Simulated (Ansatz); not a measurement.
GaP: geometry relaxation

System: GaP (F-43m, 2 atoms in the cell).
Method: DFT PBEsol, scalar-relativistic, plane waves, PAW, no spin polarisation (Ansatz 0.2.0).

The structure derives from a Materials Project entry. Figures and captions count atoms from 1; the log counts them from 0 in places.

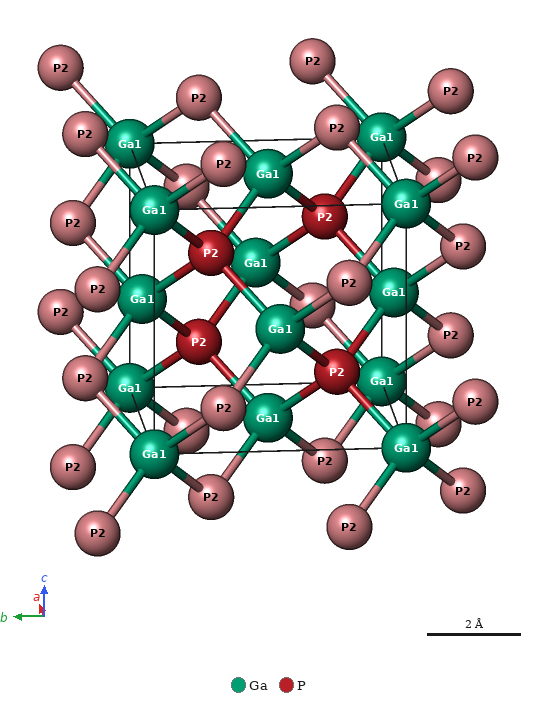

*The structure as given in the input (ball-and-stick view of the cell 4 times as large as that of the calculation, set on its symmetry axes, seen at an oblique angle; neighbours outside the cell are drawn fainter; atoms are numbered from 1 in the order of the input).*

**Results in brief**

| quantity | value |
| --- | --- |
| outcome | converged |
| space group (tolerance 0.01 Å) | F-43m (216) |
| electrons treated | 18 |
| free energy | −4484.0548 eV |
| Fermi energy | 7.829 eV |
| gap on the k-point mesh | 1.50 eV |
| pressure | 0.00 GPa |
| final volume | 40.21 Å³ |
| largest force (length of the vector) at the end | under 0.001 eV/Å |
| final cell | a = 3.846 Å, b = 3.846 Å, c = 3.846 Å, α = 60.00°, β = 60.00°, γ = 60.00° |
| hardware | 4 threads of Intel Xeon @ 2.70GHz, 189 GiB of memory available, shared host |
| wall time | 5.5 s (CPU time 17 s) |
| peak memory | 0.37 GiB |

**The input**
```yaml
crystal:
  lattice:
    - [0.0, 2.72581249, 2.72581249]
    - [2.72581249, 0.0, 2.72581249]
    - [2.72581249, 2.72581249, 0.0]
  atoms:
    - { symbol: Ga, position: [0.0, 0.0, 0.0] }
    - { symbol: P, position: [0.75, 0.75, 0.75] }
basis:
  ecutwfc: 420
kpoints:
  mp_grid: { grid: [8, 8, 8] }
hamiltonian:
  xc: pbesol
scf:
  occupations: { method: gaussian, width: 0.02 }
output:
  forces: true
  stress: true
  eigenvalues: true
  write_density: true
  write_potential: true
  elf: true
  volumetric_format: npy
relax:
  adjacent_minimum: "off"
  f_tol: 0.005
  max_steps: 80
  cell: { stress_tol: 0.05 }
```

Run as:
```bash
ansatz run input.yaml --threads 4 --pin off --max-ram 8192MiB --backend cpu --events-out ev --progress --plain --runs-dir out
```

**What the program printed**
```
Engine: ansatz 0.2.0, x86_64-unknown-linux-gnu
Pseudopotentials: kind: paw
Pseudopotential: Ga, paw, valence charge 13, recommended cutoff 420 eV (normal), Ga.paw.azcp
Pseudopotential: P, paw, valence charge 5, recommended cutoff 420 eV (normal), P.paw.azcp
Functional definition: PBEsol
  exchange = pbesol_x
  correlation = pbesol_c
Crystal: 2 atoms, lattice volume = 40.506 Å³
Basis set: ecut = 420 eV, 749 PW (Γ), exchange–correlation on 54×54×54 points (8 copies of the dense FFT grid, shifted against one another)
Bands: 13, of which v1, the nominal top of the filled ones, is band 9 counted from 1 (8 counted from 0)
Symmetry: 24 space group operations
Space group: F-43m (ITA 216), of the structure as read, at distance tolerance 3.4e-5 Å
k-points: 29 of 512 (time reversal used)
Non-local potential: Ga, projectors of the file, l = 0: 2, l = 1: 2, l = 2: 3, l = 3: 1
Non-local potential: P, projectors of the file, l = 0: 2, l = 1: 2, l = 2: 2
PAW form: soft (Blöchl's): semilocal exchange-correlation on the pseudo side does not see the compensation charge
PAW frozen core: Ga, regenerated for the run's functional, and the local potential with it (the file was generated under x = pbe(κ = 0.804, μ = 0.2195149727645171), c = pbe(β = 0.06672455060314922))
PAW frozen core: P, regenerated for the run's functional, and the local potential with it (the file was generated under x = pbe(κ = 0.804, μ = 0.2195149727645171), c = pbe(β = 0.06672455060314922))
PAW one-centre angular grid: Ga, 590 points (default); XC on 64 Gauss nodes
PAW one-centre angular grid: P, 110 points (default); XC on 64 Gauss nodes
Initial density: superposition of atomic densities (neutral atoms: chi_scale 0, normalization atom), corrected by the library's trained network
Initial wavefunctions: pseudopotential atomic-orbital guess
Functional: x = pbesol(κ = 0.804, μ = 0.12345679012345678), c = pbesol(β = 0.046)
SCF iter   1: F=—  HF=-4484.059242 eV  |F-HF|=—  |Δ(HF+E_count)|=         —  Δρ=4.44e-3  dr2=1.31e-2  ethr=1.77e-3  ⟨swp⟩=6.7  Hψ=2571  notcnv=0
preconditioner: auto → none  [insulator: Δε(μ)=1.453 eV  Ē_g=15.432 eV  σ=0.020 eV  W_gap=1.00  n_scr=14 (ndim 8)  ℏωp=24.8 eV  f_vac=0.013  D(μ)=0.00/eV (n_scr^D=0)  ε∞_Penn≈3.6]
SCF iter   2: F=—  HF=-4484.054387 eV  |F-HF|=—  |Δ(HF+E_count)|=   4.86e-3  Δρ=1.70e-3  dr2=9.48e-4  ethr=7.27e-5  ⟨swp⟩=3.0  Hψ=859  notcnv=0
SCF iter   3: F=—  HF=-4484.054230 eV  |F-HF|=—  |Δ(HF+E_count)|=   1.57e-4  Δρ=5.06e-4  dr2=1.17e-4  ethr=5.27e-6  ⟨swp⟩=2.0  Hψ=754  notcnv=0
SCF iter   4: F=—  HF=-4484.054202 eV  |F-HF|=—  |Δ(HF+E_count)|=   2.78e-5  Δρ=2.51e-4  dr2=1.77e-5  ethr=6.49e-7  ⟨swp⟩=2.0  Hψ=636  notcnv=0
SCF iter   5: F=—  HF=-4484.054212 eV  |F-HF|=—  |Δ(HF+E_count)|=   1.01e-5  Δρ=3.82e-5  dr2=3.22e-7  ethr=9.83e-8  ⟨swp⟩=2.0  Hψ=469  notcnv=0
SCF iter   6: F=-4484.054213 eV  HF=-4484.054213 eV  |F-HF|=1.48e-8  |Δ(HF+E_count)|=   3.55e-7  Δρ=8.18e-6  dr2=1.55e-8  ethr=5.56e-10  ⟨swp⟩=10.9  Hψ=2915  notcnv=0
SCF 1 converged in 6 iterations: F = -4484.054213 eV  dr2 = 1.55e-8
  greatest PAW one-centre occupation: 0.994 electrons in one spin orbital (limit 2), on the Ga atom at site 0 (counted from 0), in its partial waves of l = 2
relax step   1: F+E_penalty+E_count = -4484.05421284 eV  Δ(F+E_penalty+E_count) = +0.000e0 eV  max|allowed force component| = 2.591e-16 eV/Å  Δτ_max = 0.0000 Å  P = -0.607 GPa  Ω = 40.506 Å³  (6 SCF iters, dr2 threshold 1.00e-7 eV, accepted)
Crystal: 2 atoms, lattice volume = 40.301 Å³
Initial density: handed on by an earlier stage of this run
Initial wavefunctions: those handed on with the density
iter 1 solved again at ethr=2.01e-7 eV; its pass at ethr=3.10e-3 eV (dr2=3.63e-5 eV) is discarded
SCF iter   1: F=—  HF=-4484.054781 eV  |F-HF|=—  |Δ(HF+E_count)|=         —  Δρ=2.63e-4  dr2=3.94e-5  ethr=2.01e-7  ⟨swp⟩=2.4  Hψ=2653  notcnv=0
preconditioner: auto → none  [insulator: Δε(μ)=1.508 eV  Ē_g=15.465 eV  σ=0.020 eV  W_gap=1.00  n_scr=14 (ndim 8)  ℏωp=24.8 eV  f_vac=0.004  D(μ)=0.00/eV (n_scr^D=0)  ε∞_Penn≈3.6]
SCF iter   2: F=—  HF=-4484.054772 eV  |F-HF|=—  |Δ(HF+E_count)|=   9.74e-6  Δρ=1.01e-4  dr2=4.10e-6  ethr=2.01e-7  ⟨swp⟩=2.0  Hψ=506  notcnv=0
SCF iter   3: F=—  HF=-4484.054771 eV  |F-HF|=—  |Δ(HF+E_count)|=   1.06e-7  Δρ=3.97e-5  dr2=5.59e-7  ethr=2.28e-8  ⟨swp⟩=2.7  Hψ=651  notcnv=0
SCF iter   4: F=-4484.054771 eV  HF=-4484.054771 eV  |F-HF|=4.81e-8  |Δ(HF+E_count)|=   2.21e-8  Δρ=1.01e-5  dr2=2.71e-8  ethr=1.11e-9  ⟨swp⟩=10.9  Hψ=2967  notcnv=0
SCF 2 converged in 4 iterations: F = -4484.054771 eV  dr2 = 2.71e-8
relax step   2: F+E_penalty+E_count = -4484.05477138 eV  Δ(F+E_penalty+E_count) = -5.585e-4 eV  max|allowed force component| = 5.089e-17 eV/Å  Δτ_max = 0.0000 Å  P = -0.183 GPa  Ω = 40.301 Å³  energy of the carried Pulay correction = +5.192e-5 eV  (4 SCF iters, dr2 threshold 2.00e-7 eV, accepted)
Crystal: 2 atoms, lattice volume = 40.213 Å³
iter 1 solved again at ethr=3.78e-8 eV; its pass at ethr=3.10e-3 eV (dr2=6.80e-6 eV) is discarded
SCF iter   1: F=—  HF=-4484.054846 eV  |F-HF|=—  |Δ(HF+E_count)|=         —  Δρ=1.14e-4  dr2=7.34e-6  ethr=3.78e-8  ⟨swp⟩=2.4  Hψ=2613  notcnv=0
preconditioner: auto → none  [insulator: Δε(μ)=1.501 eV  Ē_g=15.476 eV  σ=0.020 eV  W_gap=1.00  n_scr=14 (ndim 8)  ℏωp=24.8 eV  f_vac=0.004  D(μ)=0.00/eV (n_scr^D=0)  ε∞_Penn≈3.6]
SCF iter   2: F=—  HF=-4484.054844 eV  |F-HF|=—  |Δ(HF+E_count)|=   1.82e-6  Δρ=4.64e-5  dr2=8.27e-7  ethr=3.78e-8  ⟨swp⟩=2.0  Hψ=483  notcnv=0
SCF iter   3: F=—  HF=-4484.054844 eV  |F-HF|=—  |Δ(HF+E_count)|=   3.41e-8  Δρ=1.57e-5  dr2=9.61e-8  ethr=4.59e-9  ⟨swp⟩=2.3  Hψ=562  notcnv=0
SCF iter   4: F=-4484.054844 eV  HF=-4484.054844 eV  |F-HF|=1.03e-8  |Δ(HF+E_count)|=   6.30e-9  Δρ=4.52e-6  dr2=5.55e-9  ethr=4.66e-10  ⟨swp⟩=9.1  Hψ=2608  notcnv=0
SCF 3 converged in 4 iterations: F = -4484.054844 eV  dr2 = 5.55e-9
relax step   3: F+E_penalty+E_count = -4484.05484382 eV  Δ(F+E_penalty+E_count) = -7.243e-5 eV  max|allowed force component| = 6.939e-17 eV/Å  Δτ_max = 0.0000 Å  P = +0.002 GPa  Ω = 40.213 Å³  energy of the carried Pulay correction = +7.431e-5 eV  (4 SCF iters, dr2 threshold 8.39e-8 eV, accepted)
Initial wavefunctions: pseudopotential atomic-orbital guess (no wavefunctions were taken with the density)
iter 1 solved again at ethr=1.30e-6 eV; its pass at ethr=3.10e-3 eV (dr2=2.34e-4 eV) is discarded
SCF iter   1: F=—  HF=-4484.054766 eV  |F-HF|=—  |Δ(HF+E_count)|=         —  Δρ=8.33e-6  dr2=6.43e-9  ethr=1.30e-6  ⟨swp⟩=3.0  Hψ=3479  notcnv=0
eigensolver tolerance schedule: the retry pair's looser diagonalisation over-reported the residual by 36428.27 of it (diagonalisation noise at an unbounded share of the residual, at the tolerance the schedule requests for it); recorded, not acted on — ethr = c·dr2/N_el stays at c = 1.0e-1
preconditioner: auto → none  [insulator: Δε(μ)=1.500 eV  Ē_g=15.476 eV  σ=0.020 eV  W_gap=1.00  n_scr=14 (ndim 8)  ℏωp=24.8 eV  f_vac=0.005  D(μ)=0.00/eV (n_scr^D=0)  ε∞_Penn≈3.6]
SCF iter   2: F=—  HF=-4484.054764 eV  |F-HF|=—  |Δ(HF+E_count)|=   2.42e-6  Δρ=7.54e-6  dr2=1.05e-8  ethr=3.57e-11  ⟨swp⟩=3.8  Hψ=937  notcnv=0
SCF iter   3: F=—  HF=-4484.054764 eV  |F-HF|=—  |Δ(HF+E_count)|=   1.17e-9  Δρ=2.30e-6  dr2=8.09e-10  ethr=3.57e-11  ⟨swp⟩=2.0  Hψ=662  notcnv=0
SCF iter   4: F=—  HF=-4484.054764 eV  |F-HF|=—  |Δ(HF+E_count)|=  5.15e-10  Δρ=3.52e-7  dr2=3.61e-11  ethr=4.50e-12  ⟨swp⟩=2.0  Hψ=649  notcnv=0
SCF iter   5: F=-4484.054764 eV  HF=-4484.054764 eV  |F-HF|=9.09e-13  |Δ(HF+E_count)|=  3.64e-12  Δρ=7.29e-8  dr2=1.07e-12  ethr=1.00e-12  ⟨swp⟩=6.8  Hψ=1901  notcnv=0
SCF 4 converged in 5 iterations: F = -4484.054764 eV  dr2 = 1.07e-12
relax step   4: F+E_penalty+E_count = -4484.05476350 eV  Δ(F+E_penalty+E_count) = +8.031e-5 eV  max|allowed force component| = 6.072e-17 eV/Å  Δτ_max = 0.0000 Å  P = +0.001 GPa  Ω = 40.213 Å³  stress off target by 1.10e-3 GPa  SCF on the basis re-selected at this cell (its energy is not comparable with the rows above)  (5 SCF iters)
```

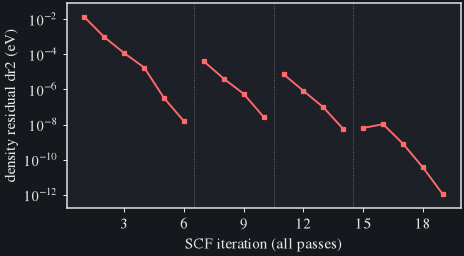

*Convergence of the self-consistent field: density residual dr2 against the SCF iteration. The dotted lines part the SCF passes of the relaxation: geometry steps, rejected trials and re-solves on a re-selected basis.*

The passes take 6, 4, 4 and 5 iterations.

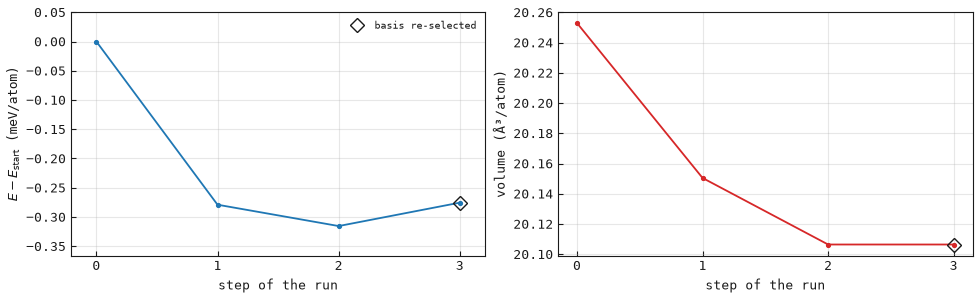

*Progress of the relaxation, step by step (the first geometry is step 0 here and step 1 in the log).*

The energy falls by 0.3 meV per atom in 2 geometry steps. All forces vanish by symmetry, so only the cell relaxes. The pressure goes from −0.61 to 0.00 GPa. The atoms keep their places relative to the cell (all moves are under 0.005 Å). Cell: a = b = c 5.452 → 5.438 Å (−0.2 %). Volume −0.7 %. Among the contacts that change: Ga1–P2 2.361 → 2.355 Å. The space group stays F-43m (No. 216). A last SCF at the same geometry on a re-selected plane-wave basis shifts the energy by +0.0 meV per atom. (Atoms are counted from 1 in the order of the input.)

```
basis re-selected at this cell: Δ(F+E_penalty+E_count) = +8.031e-5 eV, ΔP = -0.001 GPa vs the last step (what re-selecting the basis moved, of the pressure what is left beyond the Pulay correction that the steps carried, after the strain that the cell walked since its last selection, with what the two solves' SCF thresholds leave and, on support functions, any second-order correction that the steps lacked; it is no measure of the basis error at this ecutwfc). This SCF's stress stands 1.10e-3 GPa from its target on what of the cell is left free (relax.cell.stress_tol is 5.00e-2 GPa) and its largest allowed force component is 6.07e-17 eV/Å (relax.f_tol is 5.00e-3 eV/Å): within both
SCF converged after 5 iterations
Free energy (F): -4484.054764 eV
Harris-Foulkes:  -4484.054764 eV  (|F-HF|=9.09e-13)
Internal energy: -4484.054764 eV  (E = F + TS)
E sigma→0 (E₀):  -4484.054764 eV
Fermi energy:    7.829411 eV
--- Per-component energies (eV) ---
  E_band       = -59.089564
  E_kinetic    = 186.297837
  E_local      = -2197.304056  (includes V_loc(G=0)·N_el)
  E_nonlocal   = 460.094872
  E_hartree    = 1014.896585
  E_xc         = -129.760911
  E_vxc        = -119.126947  (∫ρ·V_xc dr)
  E_paw        = -2503.634420  (= ΣΔE_a)
  E_vpaw       = -418.844332  (= ΣTr[D̂ρ^β])
  E_aug_tail   = -0.000101  (compensation charges beyond the density's cutoff)
  E_ewald      = -1315.553643
  E_core_change = 0.909074  (= ΣΔE_core)
  E_smearing   = -0.000000  (= −TS)
  E_closure    = 0.000000  (closes the sum)
  Σ components = -4484.054764   (vs F -4484.054764, Δ=0.00e0)
--- Forces (eV/Å), atoms counted from 1 ---
  atom   1  Ga    -0.00000000    -0.00000000     0.00000000
  atom   2  P      0.00000000     0.00000000    -0.00000000
  max |Σ_I F_I| component: 8.33e-17 eV/Å
--- Stress (GPa, compression-positive) ---
        0.001098      -0.000000      -0.000000
       -0.000000       0.001098      -0.000000
       -0.000000       0.000000       0.001098
  P = ⅓ Tr σ = 0.0011 GPa (0.011 kbar)
--- Band table (eV; the first three rows and the last of 29) ---
  k-point 0: bands = ["-7.4866", "-7.4866", "-7.4866", "-7.3845", "-7.3845", "-5.4913", "7.0793", "7.0793", "7.0793", "8.8773", "10.8952", "10.8952", "10.8952"]
  k-point 1: bands = ["-7.5009", "-7.4818", "-7.4818", "-7.3846", "-7.3846", "-5.2860", "5.4253", "6.8433", "6.8433", "9.4934", "11.2508", "11.2508", "11.4811"]
  k-point 2: bands = ["-7.5320", "-7.4715", "-7.4715", "-7.3833", "-7.3833", "-4.7040", "3.1514", "6.4022", "6.4022", "9.1736", "11.7576", "11.7576", "13.3629"]
  k-point 28: bands = ["-7.5871", "-7.4472", "-7.4253", "-7.4005", "-7.3756", "-2.3659", "0.4570", "3.4202", "3.5707", "11.6765", "11.9322", "13.0988", "13.1073"]
--- Relaxed structure (3 steps of the walk, 3 accepted, 1 SCFs on fresh bases) ---
  F+E_penalty+E_count = -4484.05476350 eV   max|allowed force component| = 6.072e-17 eV/Å   (the final SCF, on the basis selected at the relaxed cell)
  cell:  # Å, volume = 40.2129 Å³
    - [-1.9871950928292798e-33, 2.7192244523242097, 2.7192244523242097]
    - [2.7192244523242097, 3.0317463595728756e-33, 2.7192244523242097]
    - [2.7192244523242097, 2.7192244523242097, 3.1336538002307874e-33]
  atoms:
    - { symbol: Ga, position: [4.622031693578881e-34, -5.681860616947287e-34, -6.800568924947272e-34] }
    - { symbol: P, position: [0.7500000000000001, 0.7500000000000001, 0.7500000000000001] }
```

**Trajectory as extended XYZ (Å, eV, eV/Å), 4 frames, from step=1 to step=4**
```
2
Lattice="0.0000 2.7258 2.7258 2.7258 0.0000 2.7258 2.7258 2.7258 0.0000" Properties=species:S:1:pos:R:3:forces:R:3 step=1 energy=-4484.05421 pressure_GPa=-0.61
Ga    0.0000    0.0000    0.0000    0.0000   0.0000   0.0000
P     4.0887    4.0887    4.0887    0.0000   0.0000   0.0000
2
Lattice="0.0000 2.7212 2.7212 2.7212 0.0000 2.7212 2.7212 2.7212 0.0000" Properties=species:S:1:pos:R:3:forces:R:3 step=2 energy=-4484.05477 pressure_GPa=-0.18
Ga    0.0000    0.0000    0.0000    0.0000   0.0000   0.0000
P     4.0818    4.0818    4.0818    0.0000   0.0000   0.0000
2
Lattice="0.0000 2.7192 2.7192 2.7192 0.0000 2.7192 2.7192 2.7192 0.0000" Properties=species:S:1:pos:R:3:forces:R:3 step=3 energy=-4484.05484 pressure_GPa=0.00
Ga    0.0000    0.0000    0.0000    0.0000   0.0000   0.0000
P     4.0788    4.0788    4.0788    0.0000   0.0000   0.0000
2
Lattice="0.0000 2.7192 2.7192 2.7192 0.0000 2.7192 2.7192 2.7192 0.0000" Properties=species:S:1:pos:R:3:forces:R:3 step=4 energy=-4484.05476 pressure_GPa=0.00
Ga    0.0000    0.0000    0.0000    0.0000   0.0000   0.0000
P     4.0788    4.0788    4.0788    0.0000   0.0000   0.0000
```

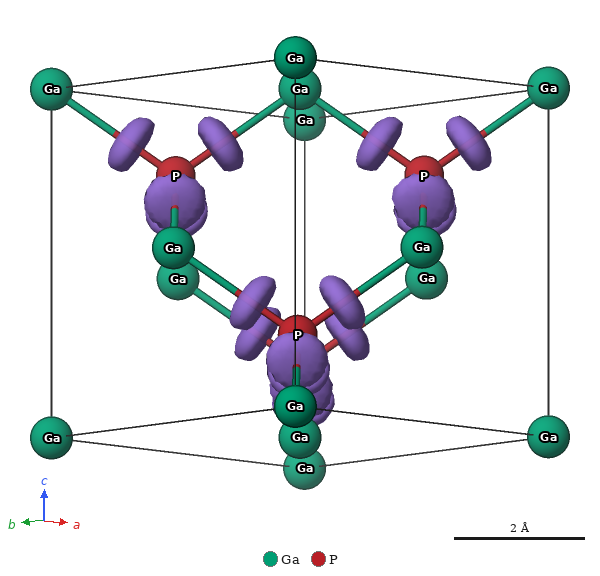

*Isosurface of the electron localisation function at 0.85 (purple), seen at an oblique angle. Only the valence region is drawn (cores and ρ < 0.01 e/Å³ removed). Sticks mark near contacts. The outline is the cell set on symmetry axes.*

The ELF exceeds this value in 16 lobes of the valence shell of P pointing towards Ga, counted in one cell of 8 atoms.  Values along the shortest contacts: Ga–P (2.35 Å): the ELF is about 0.75 at the midpoint. The fields are those of the smooth PAW valence density.

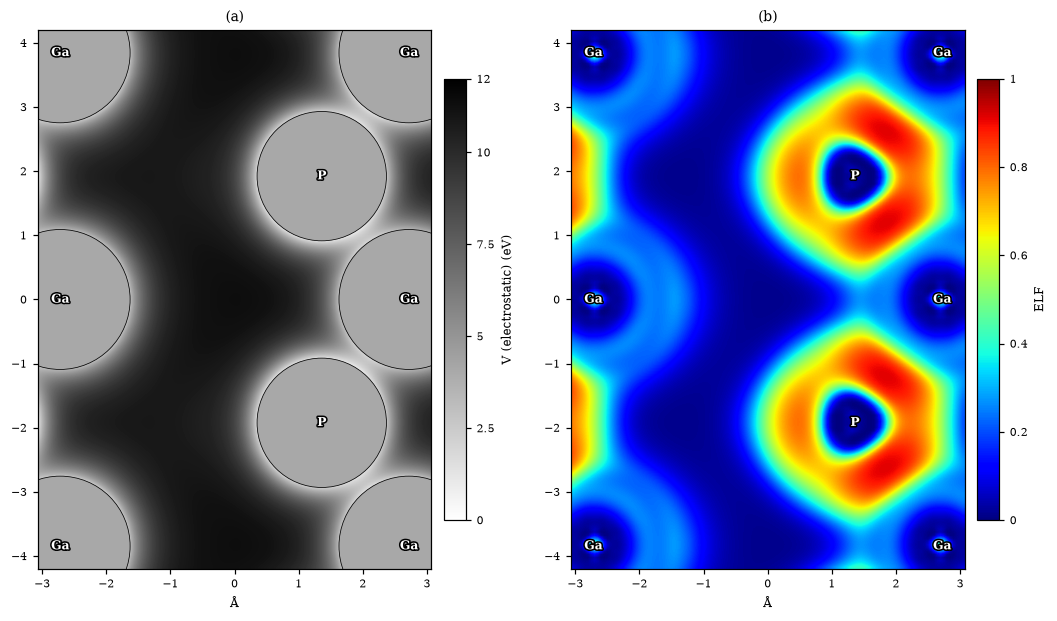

*(a) electrostatic potential (local pseudopotential plus Hartree) felt by an electron; (b) electron localisation function on the (101) plane of the conventional cell. Grey discs, where drawn, cover atomic cores.*

The plane passes through Ga and P nuclei. Ga–P (2.35 Å): the ELF is about 0.75 at the midpoint. The strong features right at Ga lie inside the PAW spheres (semicore, d or f shells) and say nothing about bonding. Outside the cores the potential energy rises away from the atoms and is highest about 2.3 Å from the nearest atoms; outside the discs it spans about 10 eV, and its zero is arbitrary.
